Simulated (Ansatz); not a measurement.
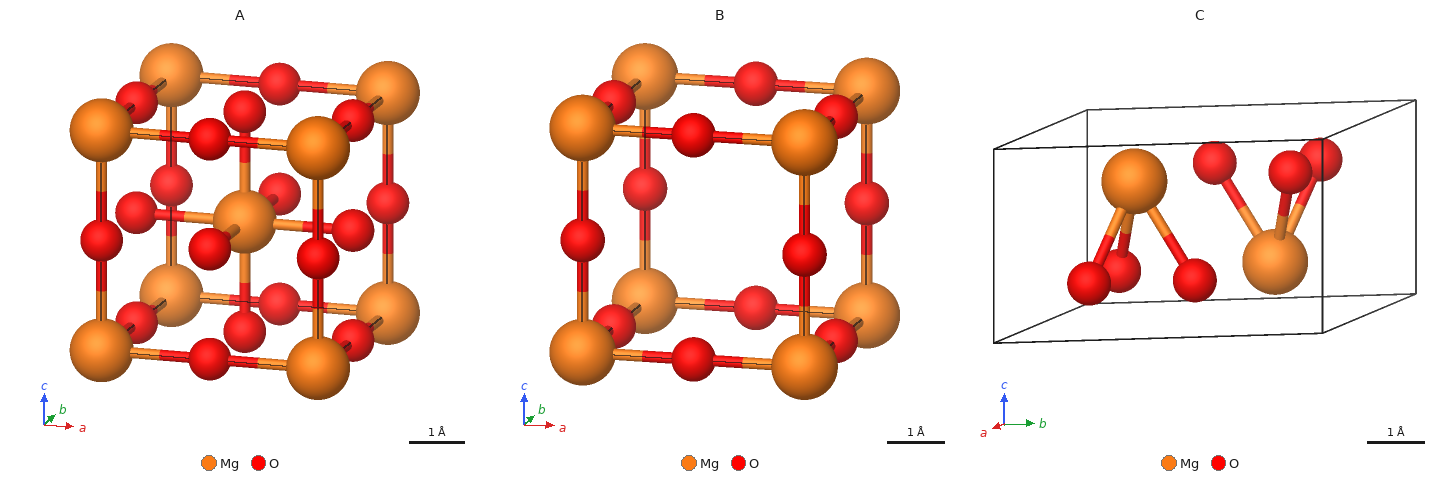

Three structures of MgO₃, each relaxed to rest (conventional cells in solid outline, small ones repeated, each panel with its own scale). Method: Ansatz, DFT PBE, scalar-relativistic, plane waves, PAW, with collinear spins.

Give the type and space group of each panel.

Answer. A: 8 atoms a cell on a body-centred cubic lattice, Im-3m; B: ReO₃ type, Pm-3m; C: 8 atoms a cell on a primitive hexagonal lattice, P6_3/mmc.

Which of these is lowest in energy, and how far above it do the others lie?

Answer. A, then C (+371 meV/atom) and B (+432 meV/atom), energies at zero smearing.

Collect the results in a table.

Answer.
| panel | structure | E − E(lowest) (meV/atom) | volume (Å³/atom) | gap (eV) |
| --- | --- | --- | --- | --- |
| A | Im-3m | 0 | 9.1 | metal |
| C | P6_3/mmc | 371 | 13.7 | metal |
| B | Pm-3m | 432 | 16.7 | metal |

Some of these may be structure types tried for this composition rather than known phases, and the most stable form need not be among them. Gaps are taken on the k-mesh or band path of each run.
